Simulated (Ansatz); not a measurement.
Run report: Si16N, nudged elastic band (part 2 of 2)

Si16N (defect cell, 17 atoms in the cell); DFT PBEsol, scalar-relativistic, plane waves, PAW, PAW set soft_1, spin-polarised (Ansatz 0.2.0); cutoff 420 eV, 1×1×1 k-mesh, Gaussian smearing of 0.02 eV, collinear spins. The run did not end well. One setting was made poor on purpose. It belongs to a series of runs on one base structure; here: band between the two ends.

Geometry of the input (Å; fractional positions):
```
0.0000  5.4300  5.4300
5.4300  0.0000  5.4300
5.4300  5.4300  0.0000
Si 0.0114  -0.0142  -0.0114
Si 0.1079  0.1224  0.1292
Si -0.0156  -0.0343  0.5002
Si 0.1536  0.0820  0.6151
Si 0.0011  0.4964  -0.0060
Si 0.1329  0.6101  0.1225
Si 0.0164  0.4583  0.4963
Si 0.1293  0.5951  0.6217
Si 0.4773  0.0174  0.0361
Si 0.6392  0.1235  0.1352
Si 0.5461  -0.0400  0.5004
Si 0.6235  0.1801  0.6749
Si 0.5068  0.4977  -0.0111
Si 0.6283  0.6469  0.0916
Si 0.4941  0.5194  0.4653
Si 0.6416  0.5900  0.6150
N  0.7116  0.9695  0.5912
```

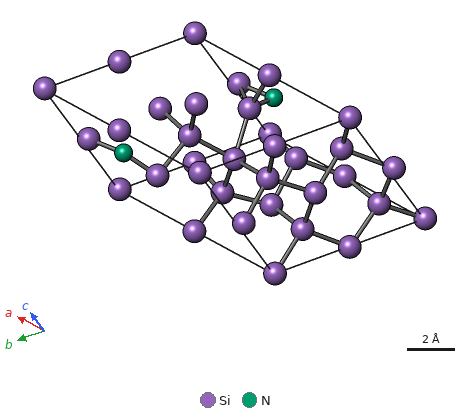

The input geometry (ball-and-stick view of the cell of the calculation, seen at an oblique angle). An atom can appear more than once, as a periodic image.

**Log, continued**
```
NEB image 3
NEB iter   4: max|band force component| = 2.253e0 eV/Å  barrier→ = 0.2198 eV  barrier← = 0.2218 eV  Δτ_max = 0.1000 Å  (25 SCF iters)
NEB image 1
NEB image 2
NEB image 3
NEB iter   5: max|band force component| = 1.170e0 eV/Å  barrier→ = 0.0000 eV  barrier← = 0.0020 eV  Δτ_max = 0.2000 Å  (24 SCF iters)
NEB image 1
NEB image 2
NEB image 3
NEB iter   6: max|band force component| = 1.540e0 eV/Å  barrier→ = 0.0000 eV  barrier← = 0.0020 eV  Δτ_max = 0.2000 Å  (26 SCF iters)
NEB image 1
NEB image 2
NEB image 3
NEB iter   7: max|band force component| = 1.828e0 eV/Å  barrier→ = 0.0000 eV  barrier← = 0.0020 eV  Δτ_max = 0.1017 Å  (26 SCF iters)
NEB image 1
NEB image 2
NEB image 3
NEB iter   8: max|band force component| = 1.285e0 eV/Å  barrier→ = 0.0000 eV  barrier← = 0.0020 eV  Δτ_max = 0.2000 Å  (25 SCF iters)
NEB image 1
NEB image 2
NEB image 3
NEB iter   9: max|band force component| = 1.231e0 eV/Å  barrier→ = 0.0000 eV  barrier← = 0.0020 eV  Δτ_max = 0.1027 Å  (26 SCF iters)
NEB image 1
NEB image 2
NEB image 3
NEB iter  10: max|band force component| = 1.092e0 eV/Å  barrier→ = 0.0000 eV  barrier← = 0.0020 eV  Δτ_max = 0.2000 Å  (25 SCF iters)
NEB image 1
NEB image 2
NEB image 3
NEB iter  11: max|band force component| = 1.424e0 eV/Å  barrier→ = 0.0000 eV  barrier← = 0.0020 eV  Δτ_max = 0.2000 Å  (27 SCF iters)
NEB image 1
NEB image 2
NEB image 3
NEB iter  12: max|band force component| = 1.492e0 eV/Å  barrier→ = 0.0000 eV  barrier← = 0.0020 eV  Δτ_max = 0.2000 Å  (27 SCF iters)
NEB image 1
NEB image 2
NEB image 3
NEB iter  13: max|band force component| = 1.477e0 eV/Å  barrier→ = 0.0000 eV  barrier← = 0.0020 eV  Δτ_max = 0.1033 Å  (26 SCF iters)
NEB image 1
NEB image 2
NEB image 3
NEB iter  14: max|band force component| = 1.307e0 eV/Å  barrier→ = 0.0000 eV  barrier← = 0.0020 eV  Δτ_max = 0.1016 Å  (25 SCF iters)
NEB image 1
NEB image 2
NEB image 3
NEB iter  15: max|band force component| = 1.159e0 eV/Å  barrier→ = 0.0000 eV  barrier← = 0.0020 eV  Δτ_max = 0.1013 Å  (24 SCF iters)
NEB image 1
NEB image 2
NEB image 3
NEB iter  16: max|band force component| = 1.032e0 eV/Å  barrier→ = 0.0000 eV  barrier← = 0.0020 eV  Δτ_max = 0.1020 Å  (24 SCF iters)
NEB image 1
NEB image 2
NEB image 3
NEB iter  17: max|band force component| = 8.785e-1 eV/Å  barrier→ = 0.0000 eV  barrier← = 0.0020 eV  Δτ_max = 0.1021 Å  (25 SCF iters)
NEB image 1
NEB image 2
NEB image 3
NEB iter  18: max|band force component| = 7.108e-1 eV/Å  barrier→ = 0.0000 eV  barrier← = 0.0020 eV  Δτ_max = 0.0502 Å  (25 SCF iters)
NEB image 1
NEB image 2
NEB image 3
NEB iter  19: max|band force component| = 7.913e-1 eV/Å  barrier→ = 0.0000 eV  barrier← = 0.0020 eV  Δτ_max = 0.0502 Å  (24 SCF iters)
NEB image 1
NEB image 2
NEB image 3
NEB iter  20: max|band force component| = 7.357e-1 eV/Å  barrier→ = 0.0000 eV  barrier← = 0.0020 eV  Δτ_max = 0.0501 Å  (24 SCF iters)
NEB image 1
NEB image 2
NEB image 3
NEB iter  21: max|band force component| = 7.304e-1 eV/Å  barrier→ = 0.0000 eV  barrier← = 0.0020 eV  Δτ_max = 0.0510 Å  (22 SCF iters)
NEB image 1
NEB image 2
NEB image 3
NEB iter  22: max|band force component| = 7.259e-1 eV/Å  barrier→ = 0.0000 eV  barrier← = 0.0020 eV  Δτ_max = 0.1009 Å  (22 SCF iters)
NEB image 1
NEB image 2
NEB image 3
NEB iter  23: max|band force component| = 8.393e-1 eV/Å  barrier→ = 0.0000 eV  barrier← = 0.0020 eV  Δτ_max = 0.2000 Å  (24 SCF iters)
NEB image 1
NEB image 2
NEB image 3
NEB iter  24: max|band force component| = 1.180e0 eV/Å  barrier→ = 0.0000 eV  barrier← = 0.0020 eV  Δτ_max = 0.1079 Å  (27 SCF iters)
NEB image 1
NEB image 2
NEB image 3
NEB iter  25: max|band force component| = 1.109e0 eV/Å  barrier→ = 0.0000 eV  barrier← = 0.0020 eV  Δτ_max = 0.2000 Å  (25 SCF iters)
NEB image 1
NEB image 2
NEB image 3
NEB iter  26: max|band force component| = 1.240e0 eV/Å  barrier→ = 0.0000 eV  barrier← = 0.0020 eV  Δτ_max = 0.1022 Å  (27 SCF iters)
  M     (μB):  +0.0000  +0.0000  +0.0000  +0.0000  +0.0000
  M_abs (μB):   0.0000   0.0000   0.0000   0.0000   0.0000
NEB image 1
preconditioner: auto → Resta (q_TF=auto, 2.112 Å⁻¹)  ε∞=6.1  [insulator: Δε(μ)=0.890 eV  Ē_g=7.634 eV  σ=0.020 eV  W_gap=0.50  n_scr=58 (ndim 8)  ℏωp=17.2 eV  f_vac=0.000  D(μ)=56.42/eV (n_scr^D=940)  ε∞_Penn≈6.1]
spin=Collinear: Resta preconditioning applied to the charge; magnetization (m = ρ↑ − ρ↓) channel mixes plain (no charge-response kernel on spin).
  greatest PAW one-centre occupation: 0.803 electrons in one spin orbital (limit 2), on the N atom at site 16 (counted from 0), in its partial waves of l = 0
NEB image 2
preconditioner: auto → Resta (q_TF=auto, 2.112 Å⁻¹)  ε∞=6.3  [insulator: Δε(μ)=0.341 eV  Ē_g=7.507 eV  σ=0.020 eV  W_gap=0.50  n_scr=58 (ndim 8)  ℏωp=17.2 eV  f_vac=0.000  D(μ)=56.42/eV (n_scr^D=940)  ε∞_Penn≈6.3]
spin=Collinear: Resta preconditioning applied to the charge; magne
[...]
SCF iter   9: F=-10311.661321 eV  HF=-10311.661321 eV  |F-HF|=1.58e-8  |Δ(HF+E_count)|=   4.52e-7  Δρ=1.30e-6 (↑1.30e-6 ↓1.30e-6)  dr2=5.75e-8  dr2_m=0.00e0  M=0.000 μB ∫|m|=0.000 μB  ethr=1.45e-10  ⟨swp⟩=5.0  Hψ=162  notcnv=0
SCF 152 converged in 9 iterations: F = -10311.661321 eV  dr2 = 5.75e-8
NEB iter  50: max|band force component| = 7.291e-1 eV/Å  barrier→ = 0.0000 eV  barrier← = 0.0020 eV  Δτ_max = 0.2000 Å  (24 SCF iters)
  M     (μB):  +0.0000  +0.0000  +0.0000  +0.0000  +0.0000
  M_abs (μB):   0.0000   0.0000   0.0000   0.0000   0.0000
```

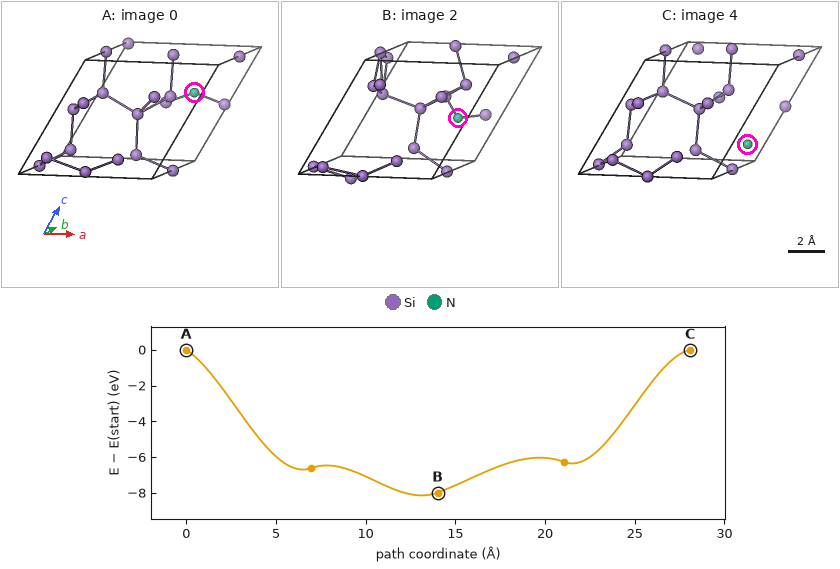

Images of the last band (counted from 0; ball-and-stick, reduced simulation cell, seen at an oblique angle), with the moving atom and its periodic copies ringed, above the energy along the path; the line is a cubic interpolation that uses the forces. No image lies above both ends; the end is 0.002 eV below the start. The path is 28.08 Å long, and N17 moves most (3.08 Å). The band had not converged after 50 iterations. The end points carry forces over 0.1 eV/Å, so they aren't fully relaxed minima and the barriers are approximate.

```
Step failed. What follows is not a result of the run: it is the report of the last solve that finished, which converged after 9 SCF iterations.
Magnetization: 0.0000 μB (34.5000 up, 34.5000 down)
Absolute magnetization: 0.0000 μB (∫|ρ↑−ρ↓|)
Spin contamination: 0.0000 ħ² per cell (⟨S²⟩ above its minimum at these occupations)
Per-site moments (μB) at R_I (Å): [(0.0, 0.7350458574131631), (0.0, 0.9437733829499292), (0.0, 0.7217868869503994), (0.0, 0.9972601306619648), (0.0, 0.9251507065498464), (0.0, 0.953894948352758), (0.0, 0.9603245863466298), (0.0, 0.9603245863466298), (0.0, 0.9422644128312415), (0.0, 0.7115526011442679), (0.0, 0.9251507065498464), (0.0, 0.938900063743256), (0.0, 0.9443481632411465), (0.0, 0.9711561777766772), (0.0, 0.9584823563142257), (0.0, 0.945515633151488), (0.0, 0.7115526011442679)]
Free energy (F): -10311.661321 eV
Harris-Foulkes:  -10311.661321 eV  (|F-HF|=1.58e-8)
Internal energy: -10311.650037 eV  (E = F + TS)
E sigma→0 (E₀):  -10311.655679 eV
Entropy (-TS):   -0.011284 eV (-0.664 meV/atom)
Fermi energy:    6.334136 eV
--- Per-component energies (eV) ---
  E_band       = 69.623959
  E_kinetic    = 801.639890
  E_local      = -1136.319758  (includes V_loc(G=0)·N_el)
  E_nonlocal   = 404.513454
  E_hartree    = 447.133647
  E_xc         = -963.480334
  E_vxc        = -851.867799  (∫ρ·V_xc dr)
  E_paw        = -8083.930427  (= ΣΔE_a)
  E_vpaw       = -42.612121  (= ΣTr[D̂ρ^β])
  E_aug_tail   = 0.001445  (compensation charges beyond the density's cutoff)
  E_ewald      = -1781.741022
  E_core_change = 0.533070  (= ΣΔE_core)
  E_smearing   = -0.011284  (= −TS)
  E_closure    = 0.000000  (closes the sum)
  Σ components = -10311.661321   (vs F -10311.661321, Δ=0.00e0)
--- Forces (eV/Å), atoms counted from 1 ---
  atom   1  Si     0.15667196     0.28250269     0.15497501
  atom   2  Si    -0.17700119     0.38236074    -0.22929325
  atom   3  Si     0.34014238     0.50267594     0.32812027
  atom   4  Si    -0.35725890    -0.43825133     0.23219640
  atom   5  Si    -0.26226038     0.43722875     0.14454930
  atom   6  Si     0.46091486    -0.00339706     0.02507551
  atom   7  Si     0.11531464    -0.13334532    -0.16425323
  atom   8  Si     0.25282818     0.41126741     0.05605840
  atom   9  Si     0.02420916    -0.33015363     0.11211366
  atom  10  Si     0.54649959    -0.30513564    -0.42395285
  atom  11  Si    -0.21626093    -0.79078245    -0.26966029
  atom  12  Si    -0.31525625    -0.42153545     0.03407984
  atom  13  Si     0.38413557     0.01776726     0.19646200
  atom  14  Si    -0.61475042     0.10153446     0.25177364
  atom  15  Si    -0.17896688     0.08539411    -0.34808512
  atom  16  Si     0.31948332     0.07172830     0.12516855
  atom  17  N     -0.47844436     0.13019913    -0.22534942
  max |Σ_I F_I| component: 5.79e-5 eV/Å
--- Band table (eV) ---
  k-point 0 ↑: bands = ["-10.6226", "-6.1143", "-4.6329", "-3.6973", "-3.6556", "-3.4321", "-3.0859", "-2.9332", "-2.2146", "-1.7420", "-1.1408", "-0.9715", "0.0147", "0.5425", "0.8761", "1.0126", "1.6646", "2.4074", "2.4878", "2.7176", "3.1929", "3.4979", "3.6808", "4.0531", "4.1317", "4.2390", "4.5173", "4.7231", "4.8768", "5.0918", "5.1435", "5.2805", "5.6087", "6.1271", "6.3341", "6.9048", "7.3425", "7.5400", "7.6960", "7.8742", "8.2666", "8.3873", "8.6556", "8.7899", "8.8834", "9.0927", "9.3288", "9.7898", "9.8253", "9.9624", "10.3798", "10.5443"]
  k-point 0 ↓: bands = ["-10.6226", "-6.1143", "-4.6329", "-3.6973", "-3.6556", "-3.4321", "-3.0859", "-2.9332", "-2.2146", "-1.7420", "-1.1408", "-0.9715", "0.0147", "0.5425", "0.8761", "1.0126", "1.6646", "2.4074", "2.4878", "2.7176", "3.1929", "3.4979", "3.6808", "4.0531", "4.1317", "4.2390", "4.5173", "4.7231", "4.8768", "5.0918", "5.1435", "5.2805", "5.6087", "6.1271", "6.3341", "6.9048", "7.3425", "7.5400", "7.6960", "7.8742", "8.2666", "8.3873", "8.6556", "8.7899", "8.8834", "9.0927", "9.3288", "9.7898", "9.8253", "9.9624", "10.3798", "10.5443"]
End of that report.
this run last wrote the band of iteration 50 to [file]
Error: NEB band did not converge after 50 iterations: max|band force component| = 7.29e-1 eV/Å (threshold 5.0e-2); raise `neb.max_iterations` in a new run, which can start from the last band evaluated (`neb.initial_path`, with `crystal.atoms` and `neb.final_atoms` set to its first and last images), add images, or start from endpoints closer to local minima. Where this run's directory can be resumed (`checkpoint.write`), a resume goes on for up to `neb.max_iterations` more; to start a new run from the last band, take its images' positions from the `neb_iteration` event of iteration 50 (`data.images[].positions_ang`), in the event stream of the run that computed that iteration (not this run's, if it was resumed behind it). With `checkpoint.write`, `steps/00-neb/state/checkpoint.json` in the run directory holds the last saved band, under `neb.evaluated.images[].positions_ang` (a band under a hybrid functional on support functions is neither saved nor resumed: `neb.initial_path` says where its path is): check the last entry of `neb.iterations` there, which is earlier than 50 if that iteration was not saved or its write failed. If the band's step has no `state` directory and holds `state.next`, a write was cut short, and the file is under `state.next` instead (behind a loss of power it can be under `state.prev`)
this run wrote the band of iteration 50 to [file] as well, whether or not its events were kept: a new run's `neb.initial_path` can list its `images[].positions_ang`
a run's events are kept only if it was started with --events-out <file>, and are in that file
```

**The last band as extended XYZ (Å, eV, eV/Å)**
```
17
Lattice="0.0000 5.4300 5.4300 5.4300 0.0000 5.4300 5.4300 5.4300 0.0000" Properties=species:S:1:pos:R:3:forces:R:3 image=0 energy=-10305.38285
Si   -0.1389   -0.0001   -0.0151    0.8229  -0.0532   0.1324
Si    1.3665    1.2876    1.2509   -0.3533   0.1251  -0.7628
Si    2.5299    2.6313   -0.2709    0.4933   0.0604   0.0284
Si    3.7848    4.1738    1.2792   -1.0908   0.0161  -0.5745
Si    2.6625   -0.0267    2.7012    0.2924  -0.1422   0.3189
Si    3.9781    1.3869    4.0343   -0.5739   0.2877  -0.0997
Si    5.1838    2.7840    2.5777    0.9322  -0.3176   0.1550
Si    6.6074    4.0780    3.9338   -0.4507  -0.3875   0.0543
Si    0.2902    2.7877    2.6861    0.0997  -0.3507   0.0488
Si    1.4046    4.2046    4.1414   -0.4781   0.0492   0.2822
Si    2.4999    5.6823    2.7482    0.0356  -0.0536  -0.1566
Si    4.6424    7.0504    4.3637    1.0373   0.5575   1.0158
Si    2.6419    2.6913    5.4541    0.3335  -0.1804   0.3346
Si    4.0104    3.9095    6.9247   -0.1803  -0.3232  -0.0517
Si    5.3470    5.2097    5.5036    0.2133  -0.1418  -0.4308
Si    6.5433    6.8233    6.6875   -0.5834   1.0336  -0.4759
N     8.4746    7.0741    9.1280   -0.5495  -0.1793   0.1816
17
Lattice="0.0000 5.4300 5.4300 5.4300 0.0000 5.4300 5.4300 5.4300 0.0000" Properties=species:S:1:pos:R:3:forces:R:3 image=1 energy=-10311.99904
Si   -0.0314   -0.5878    0.1124   -0.1804  -0.1179   0.3723
Si    2.2831    1.4539    2.1940    0.4355   0.3162  -0.1040
Si    1.2321    1.4688    0.1314    0.2161   0.5330  -0.4299
Si    1.6954    4.2234    0.9254   -0.3178  -0.1102  -0.0623
Si    3.9878   -0.1460    1.9666   -0.0471  -0.1016  -0.1565
Si    4.9162    0.9608    3.8679    0.2644   0.3325   0.0291
Si    5.6447    5.9060    2.1644   -0.2821  -0.7129  -0.2002
Si    7.4097    4.4148    2.6701   -0.4079  -0.1414   0.0884
Si    0.1588    2.2310    3.5276   -0.1328   0.2628   0.3074
Si    1.7476    3.5631    4.6132   -0.1600  -0.0372  -0.1048
Si    1.6504    5.4724    3.2574    0.0768  -0.1151  -0.1592
Si    4.1236    6.4901    5.3270   -0.3694  -0.1314  -0.3624
Si    4.1234    2.9570    4.7855   -0.0939  -0.1882  -0.0198
Si    5.1064    3.1528    6.8947   -0.0009   0.1758  -0.1386
Si    5.6722    4.8021    4.4899    0.0259  -0.0965   0.3045
Si    3.7801    8.6897    6.2771    0.1665  -0.2389   0.1564
N     7.9670    6.3565    9.9275    0.8072   0.3709   0.4795
17
Lattice="0.0000 5.4300 5.4300 5.4300 0.0000 5.4300 5.4300 5.4300 0.0000" Properties=species:S:1:pos:R:3:forces:R:3 image=2 energy=-10313.36740
Si   -1.1235   -1.0607   -0.7799    0.0929  -0.1058  -0.0120
Si    1.1112    0.8098    1.4866   -0.1032   0.0689  -0.0117
Si    2.3699    1.4264   -0.4601    0.0205  -0.0524  -0.1077
Si    4.2512    5.4990    1.1189   -0.1377  -0.0388  -0.0581
Si    2.8846   -0.4213    2.7385    0.0982   0.0929   0.0917
Si    2.6387    0.7379    4.7049    0.0944  -0.0659   0.0369
Si    6.0646    4.2707    2.6245    0.0304   0.1901  -0.0722
Si    7.2332    3.7225    4.5680    0.0231   0.1063  -0.0637
Si    0.1753    2.5503    2.7471   -0.0983  -0.0655   0.0429
Si    1.2133    4.1702    4.0248    0.0763   0.0174   0.0213
Si    2.1269    6.1181    1.9979   -0.2083  -0.0952   0.0304
Si    4.9756    7.1982    4.9418    0.0475  -0.1581   0.1059
Si    2.8541    3.0776    5.1541    0.1027   0.0218  -0.0229
Si    4.3632    3.9599    6.7103    0.0139   0.0376   0.0706
Si    6.0610    5.2305    5.8936   -0.0552   0.0062  -0.0500
Si    6.5892    8.0065    6.5536   -0.1040   0.0560  -0.0067
N     7.3172    5.7741    9.1109    0.1068  -0.0155   0.0052
17
Lattice="0.0000 5.4300 5.4300 5.4300 0.0000 5.4300 5.4300 5.4300 0.0000" Properties=species:S:1:pos:R:3:forces:R:3 image=3 energy=-10311.66132
Si   -1.1982    0.5366   -0.1656    0.1567   0.2825   0.1550
Si    2.2187   -0.0038    1.9769   -0.1770   0.3824  -0.2293
Si    1.3052    1.4239    0.4400    0.3401   0.5027   0.3281
Si    5.1893    5.3486    1.9666   -0.3573  -0.4383   0.2322
Si    2.8147   -2.2861    2.0000   -0.2623   0.4372   0.1445
Si    3.0293    1.6502    3.4456    0.4609  -0.0034   0.0251
Si    4.9936    2.8585    2.8338    0.1153  -0.1333  -0.1643
Si    6.8921    3.0197    4.1714    0.2528   0.4113   0.0561
Si    1.4676    3.4243    2.4095    0.0242  -0.3302   0.1121
Si    0.4504    4.1588    4.4623    0.5465  -0.3051  -0.4240
Si    4.8676    7.8093    2.4807   -0.2163  -0.7908  -0.2697
Si    3.6637    9.5838    3.9454   -0.3153  -0.4215   0.0341
Si    2.0524    2.7234    5.2460    0.3841   0.0178   0.1965
Si    4.8135    3.0013    5.6406   -0.6148   0.1015   0.2518
Si    6.4600    4.6644    5.9239   -0.1790   0.0854  -0.3481
Si    5.8121    6.9483    6.2519    0.3195   0.0717   0.1252
N     5.9124    5.8696   10.1101   -0.4784   0.1302  -0.2253
17
Lattice="0.0000 5.4300 5.4300 5.4300 0.0000 5.4300 5.4300 5.4300 0.0000" Properties=species:S:1:pos:R:3:forces:R:3 image=4 energy=-10305.38486
Si   -0.2924    0.2521    0.5649   -1.0222   0.5554   1.0329
Si    1.3833    1.4266    1.6392   -0.0400  -0.3430   0.1015
Si    2.5768    2.5475   -0.0685    0.0365  -0.3290  -0.1963
Si    3.9957    3.8457    1.2720    0.4429  -0.1524   0.2271
Si    2.8212   -0.0636    2.7242    0.7468   0.1177  -0.3572
Si    4.3376    1.2785    3.8946    0.0161   0.0399   0.5100
Si    5.5655    2.7206    2.5399   -0.0469  -0.3797  -0.4595
Si    6.8023    4.0487    4.0196   -0.3102  -0.1568   0.2993
Si   -0.0653    2.8453    2.7538   -0.2911   0.0610  -0.4802
Si    1.3269    4.3254    3.8492    0.1821  -0.0303   0.0567
Si    2.8200    5.4692    2.4612    0.4508   1.0329  -0.6192
Si    4.0521    6.7632    3.9931   -0.3252  -0.1714   0.3512
Si    2.7862    2.8248    5.1452    0.5464   0.0209  -1.1197
Si    4.0843    4.0757    6.6501   -0.1216  -0.0575   0.8467
Si    5.4663    5.4595    5.3359    0.0988   0.2807  -0.5833
Si    6.9198    6.8597    6.5410   -0.1596  -0.3084   0.9563
N     5.8027    5.7127    9.8273   -0.2037  -0.1800  -0.5664
```

**Outcome**

| quantity | value |
| --- | --- |
| outcome | not converged |
| barrier, forward (band not converged) | 0.000 eV |
| barrier, backward | 0.002 eV |
| wall time | 4 min (CPU time 6 min) |
| peak memory | 0.68 GiB |

**Diagnosis**

The run did not converge: “NEB band did not converge after 50 iterations: max|band force component| = 7.29e-1 eV/Å (threshold 5.0e-2); raise `neb.max_iterations` in a new run, which can start from the last band evaluated (`neb.initial_path`, with `crystal.atoms` and `neb.final_atoms` set to its first and last images), add images, or start from endpoints closer to local minima …” Its last values are not results. Notes on the run: spin is on but no starting moments are given; the PAW datasets were made with another functional. A deliberately poor setting: gamma only.
